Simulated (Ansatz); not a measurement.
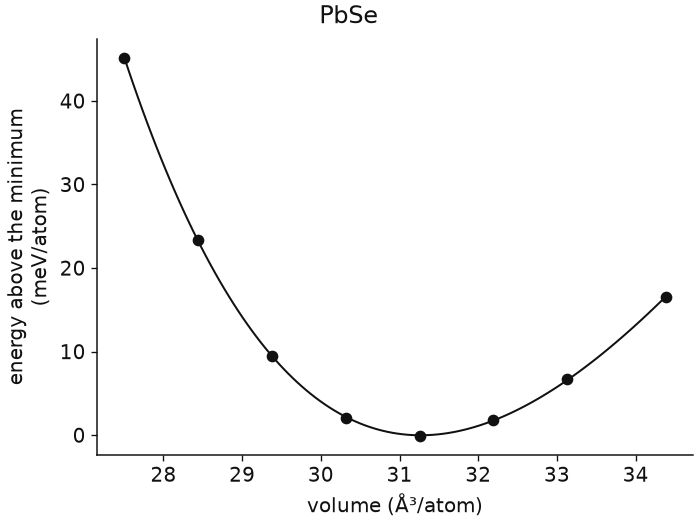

Plotted: energy above the minimum against volume for PbSe, space group P6_3mc (No. 186) (cell built by us, not taken from a database).

The given structure:
```xyz
4
Lattice="4.2672 0.0000 0.0000 -2.1336 3.6955 0.0000 0.0000 0.0000 7.9277" Properties=species:S:1:pos:R:3 pbc="T T T"
Pb    2.1336    1.2318    1.8064
Pb    0.0000    2.4637    5.7702
Se    0.0000    0.0000    4.1382
Se    0.0000    0.0000    0.1743
```

Calculation (Ansatz 0.2.0): third-order Birch-Murnaghan fit to density functional energies at scaled volumes of the given relaxed cell, shape and atoms relaxed at each volume; energies count from the fitted minimum; plane waves with PAW datasets, Γ-centred k mesh. Level: PBE, no spin polarisation.

- wave cutoff: 420 eV
- k mesh: 6×6×4
- occupations: Gaussian
- smearing width: 0.02 eV

From this curve and the settings, what does the calculation give for the pressure and gap on the k mesh at the same points?

The pressure falls from 4.71 GPa at volume 27.504 Å³/atom to −1.45 GPa at 34.380 Å³/atom, and changes sign near 31.2 Å³/atom. The gap on the k mesh is zero at volume 27.504 Å³/atom and 28.441 Å³/atom and open elsewhere, at most 1.075 eV at 34.380 Å³/atom.

```json
{"volume (Å³/atom)": "27.504", "pressure (GPa)": "4.71", "gap on the k mesh (eV)": "0.000"}
{"volume (Å³/atom)": "28.441", "pressure (GPa)": "2.91", "gap on the k mesh (eV)": "0.000"}
{"volume (Å³/atom)": "29.379", "pressure (GPa)": "1.81", "gap on the k mesh (eV)": "0.240"}
{"volume (Å³/atom)": "30.316", "pressure (GPa)": "0.79", "gap on the k mesh (eV)": "0.508"}
{"volume (Å³/atom)": "31.254", "pressure (GPa)": "-0.01", "gap on the k mesh (eV)": "0.717"}
{"volume (Å³/atom)": "32.192", "pressure (GPa)": "-0.60", "gap on the k mesh (eV)": "0.888"}
{"volume (Å³/atom)": "33.129", "pressure (GPa)": "-1.05", "gap on the k mesh (eV)": "0.974"}
{"volume (Å³/atom)": "34.380", "pressure (GPa)": "-1.45", "gap on the k mesh (eV)": "1.075"}
```

Keep in mind: a crossing between the sampled k points may be missed; coarse k mesh; narrow smearing for a metal.
